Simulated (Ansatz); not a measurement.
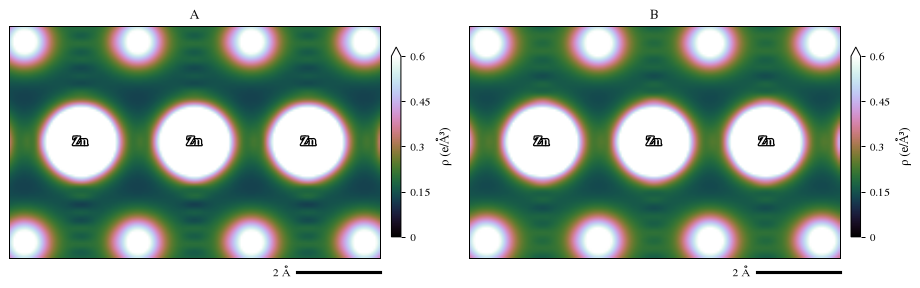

Zn. The valence pseudo-density of two cells that differ in size, on the (100) plane of each (indices in the axes of the calculation cell), at one length scale and on one colour scale; one has 15.2 and the other 15.9 Å³ an atom.

Space group P6₃/mmc.

Theory: DFT PBE, scalar-relativistic, plane waves, PAW (Ansatz).

The density is the valence pseudo-density of a PAW calculation; it isn't the true density close to the nuclei.

Question: Which panel shows the smaller cell, and what does the compression change?

Answer: Panel B is the smaller cell, by 4 % in volume. From the larger cell to the smaller, Zn–Zn goes from 2.74 to 2.70 Å, and the density at its midpoint from 0.22 to 0.23 e/Å³; the pressure goes from −3.6 to −0.9 GPa.
